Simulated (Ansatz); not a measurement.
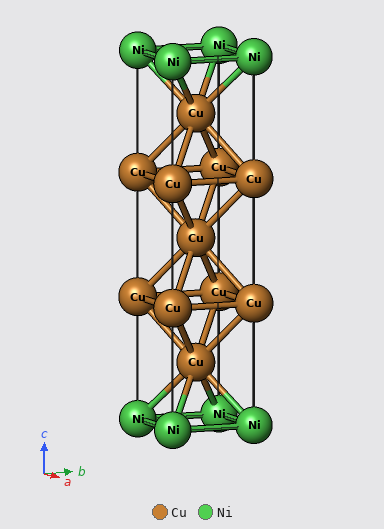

Ball-and-stick model, viewed slightly off an axis. The lines enclose the conventional unit cell; boundary atoms appear with their images. Cell: a = 2.56 Å, b = 2.56 Å, c = 10.76 Å, α = 90.00°, β = 90.00°, γ = 90.00°.

The structure was taken from a structure type filled with these elements by a generator (whether the compound takes this form wasn't checked). Earlier steps of the study, as a rule a relaxation of our own, may have changed the cell and positions, so they can lie some per cent off the listed ones. Ansatz was used for an electronic-structure calculation on it.

> Describe the crystal.

The compound is Cu5Ni. It is primitive tetragonal, space group P4/mmm (No. 123). One cell contains 5 Cu, 1 Ni, 6 atoms in all. Each Ni has eight Cu and four Ni in a cuboctahedral arrangement (about 2.5 Å to Cu, 2.6 Å to Ni). Cu takes three kinds of site: 2h with eight Cu and four Ni in a cuboctahedral arrangement (about 2.6 Å to Cu, 2.5 Å to Ni); 2g with twelve Cu in a cuboctahedral arrangement at about 2.6 Å; 1d with twelve Cu in a cuboctahedral arrangement at about 2.6 Å. The bonds build a three-dimensional framework.

Level of theory and settings: DFT LDA, scalar-relativistic, plane waves, PAW (Ansatz), plane waves to 420 eV, a 14×14×4 mesh of k-points, Gaussian smearing of 0.1 eV, no spin polarisation (a spin-restricted run, not always the ground state).

> Does it come out as a metal, or with a gap?

A metal: bands cross the Fermi level.

> What does a Bader analysis give?

Cu +0.01 e; Ni -0.04 e.

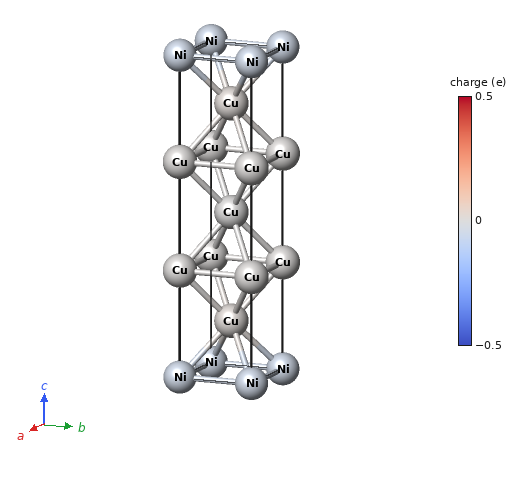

The atoms coloured by those charges. The run's cell of 6 atoms is drawn.

> Are forces and stress small enough to call this relaxed?

No. The largest force is 0.06 eV/Å, on Cu. The pressure is -14.5 GPa, so the cell would contract.
